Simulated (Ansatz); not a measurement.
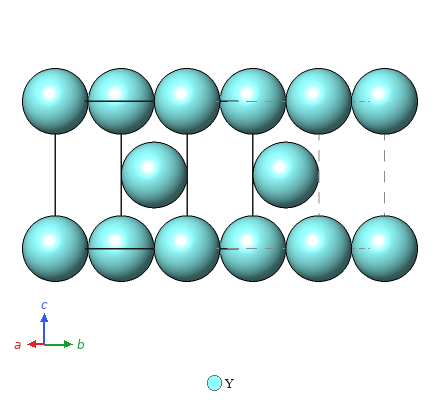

The structure, seen along [210]; the drawing may span several cells.

Structure (in its standard cell), the input geometry of an electronic-structure calculation (not necessarily at equilibrium); the starting structure was generated, so it need not be a known form of this composition:

```cif
data_structure
_symmetry_space_group_name_H-M 'P 1'
_symmetry_Int_Tables_number 1
_cell_length_a 4.0662
_cell_length_b 4.0662
_cell_length_c 4.0662
_cell_angle_alpha 90.000
_cell_angle_beta 90.000
_cell_angle_gamma 90.000
_cell_volume 67.23
loop_
_atom_site_label
_atom_site_type_symbol
_atom_site_fract_x
_atom_site_fract_y
_atom_site_fract_z
_atom_site_occupancy
Y1 Y 0.00000 0.00000 0.00000 1
Y2 Y 0.50000 0.50000 0.50000 1
```

> Predict the [210] zone-axis pattern (200 kV, kinematic, B = 1 Å²).

The spots form a centred rectangular net whose two shortest vectors correspond to d = 2.03 Å and 1.66 Å, 65.9° apart. They are 0 0 2 and 1 -2 1. The pattern has symmetry 2mm. The lattice centring (I) removes all reflections that break h + k + l = 2n.

Strongest reflections with d > 0.80 Å, one of each family (|F|² from tabulated Gaussian fits of the electron scattering factors, times a small damping for the curvature of the Ewald sphere):

```
   hkl  d (Å)  I (strongest = 100)
 0 0 2  2.033                  100
1 -2 1  1.660                   62
1 -2 3  1.087                   17
 0 0 4  1.017                   14
2 -4 0  0.909                    9
2 -4 2  0.830                    6
```

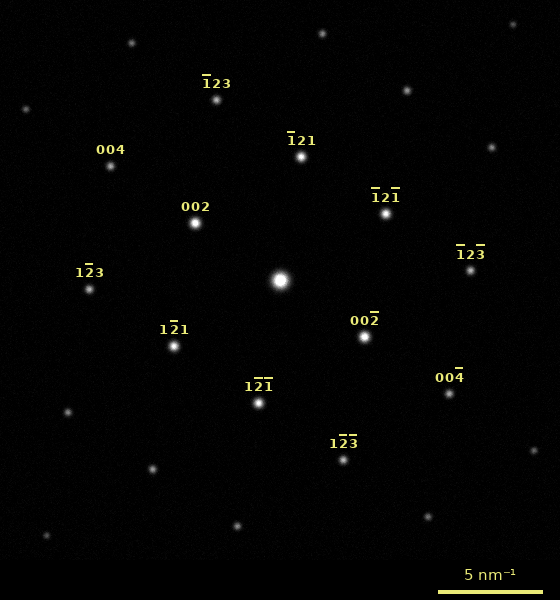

Calculated pattern, seen from the source side with [210] pointing towards the source.
